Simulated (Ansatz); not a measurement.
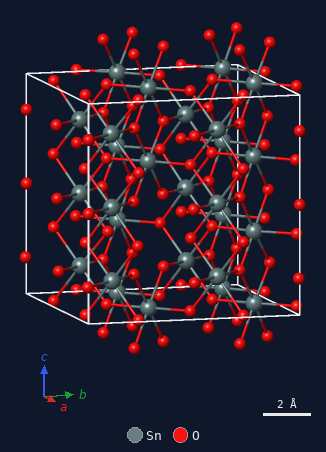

Starting structure of a defect cell of composition Sn$_{23}$O$_{48}$ (cell charge +1). Style: ball-and-stick. Shown: the cell of the calculation (origin shifted), slightly off an axis.

Computed with Ansatz, DFT, PBEsol, PAW, plane waves.

Settings: plane-wave cutoff 420 eV; k-point mesh 1 × 1 × 1; mesh shifted by (0.25, 0.25, 0.25); collinear spin; atoms relaxed in a fixed cell; force threshold 0.03 eV/Å; at most 80 steps.

```
Sn O
1.0
     9.53809    0.00000    0.00000
     0.00000    9.53809    0.00000
     0.00000    0.00000    9.63630
Sn O
23 48
Cartesian
  9.5116 9.5245 0.0019
  9.5377 0.0002 3.2299
  0.0241 9.5117 6.4465
  9.5311 4.7514 0.0149
  9.5101 4.7814 3.1917
  9.4953 4.7541 6.4228
  4.7796 9.5337 0.0151
  4.8235 9.5062 3.1753
  4.7580 9.5037 6.4410
  4.7659 4.7608 0.0053
  4.7268 4.7536 6.4252
  2.3654 2.3831 1.6122
  2.3495 2.3700 4.7828
  2.3775 2.3594 8.0141
  2.3770 7.1634 1.6394
  2.3613 7.1431 4.8209
  2.4345 7.1212 8.0526
  7.1664 2.4043 1.6178
  7.1268 2.4088 4.8249
  7.1189 2.3810 8.0543
  7.1498 7.1690 1.6190
  7.1610 7.1651 4.8178
  7.1575 7.1585 8.0464
  1.4626 1.4528 9.6180
  1.4615 1.4467 3.2104
  1.4350 1.4501 6.4110
  1.4456 6.2364 0.0131
  1.4667 6.2609 3.1910
  1.4530 6.2636 6.4221
  6.2048 1.4860 0.0197
  6.2469 1.4830 3.1958
  6.2132 1.4481 6.4232
  6.2417 6.2186 0.0064
  6.2309 6.2451 3.1946
  6.2686 6.2205 6.4118
  3.3349 3.2915 0.0163
  3.3256 3.3445 3.1952
  3.3350 3.2891 6.4026
  3.3104 8.0747 0.0252
  3.3165 8.0634 3.2364
  3.2733 8.0658 6.4460
  8.1035 3.3298 9.6187
  8.0624 3.3081 3.2137
  8.0815 3.3498 6.4208
  8.0423 8.0811 9.6228
  8.0972 8.0719 3.2033
  8.0989 8.0612 6.4080
  0.9424 3.8378 1.6188
  0.9164 3.8055 4.7989
  0.9353 3.8515 8.0429
  0.8970 8.6523 1.5968
  0.9390 8.6131 4.8506
  0.9221 8.5968 8.0659
  5.6840 3.8350 1.6298
  5.6758 3.8304 4.8146
  5.6656 3.8605 8.0241
  5.6447 8.6246 1.6122
  5.6934 8.6242 4.8164
  5.7031 8.6208 8.0308
  3.8683 0.9641 1.6266
  3.8577 0.8970 4.8138
  3.8238 0.8728 8.0310
  3.8782 5.6996 1.6471
  3.8433 5.6811 4.8099
  3.8487 5.7010 8.0023
  8.6005 0.8821 1.5885
  8.6149 0.9213 4.8137
  8.5975 0.9255 8.0474
  8.6259 5.7023 1.5867
  8.5867 5.6706 4.8044
  8.6535 5.7029 8.0235
```

Where does the relaxation end?

O64 moves most: 0.35 Å along [1 2 1]. By element the largest moves are O 0.35 Å, Sn 0.07 Å. The cell doesn't change. Some distances before and after: Sn8–O57 1.974 → 2.071 Å, Sn6–O44 1.993 → 2.060 Å, Sn6–O29 2.125 → 2.061 Å, Sn10–O63 2.089 → 2.030 Å. Among the angles between lasting bonds that change: O41–Sn16–O64 90.2° → 79.7°, O54–Sn10–O65 179.7° → 169.6°, O30–Sn18–O54 88.8° → 79.8°. After 7 geometry steps the energy has fallen by 0.754 eV per cell of the calculation. The largest force component goes from 1.5 to 0.028 eV/Å. The run took 12 s on 1 × NVIDIA GB200 with 8 threads of Arm Neoverse-V2, peak memory 1.9 GiB.

After the run, drawn alike:

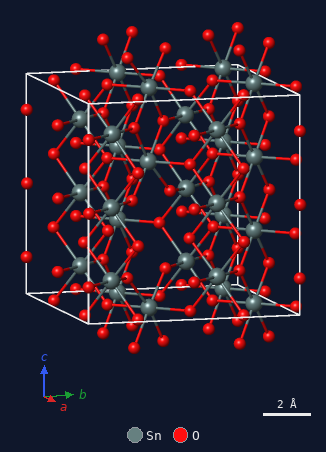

Limits of the set-up: the cell is charged, on a uniform background, and energies carry no finite-size correction.
